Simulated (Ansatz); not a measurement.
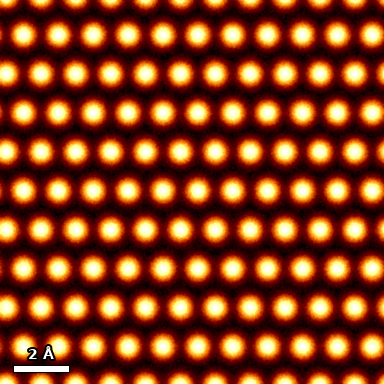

Dark-field STEM-like image of a crystal. Simulation: incoherent imaging, intensity Z^1.6 per atom, probe width 0.59 Å, thin sample. The display is stretched by a gamma of 0.65; percentages refer to the linear signal. Shot noise was added.

Give the net of the columns and its spacings.

The pattern repeats on a centred rectangular net of 1.3 × 2.8 Å.

What is the plane group of the image?

c2mm: perpendicular mirror lines on a centred net, with further twofold points between them.

How many columns does the smallest repeating cell hold, and how many levels of brightness?

1 column in the primitive cell of 1.8 Å², all of one brightness.

The crystal is Cu (Im-3m, No. 229) seen along [210]. Atomic positions: the input geometry of a calculation; the starting structure was generated, so it need not be a known form of this composition.
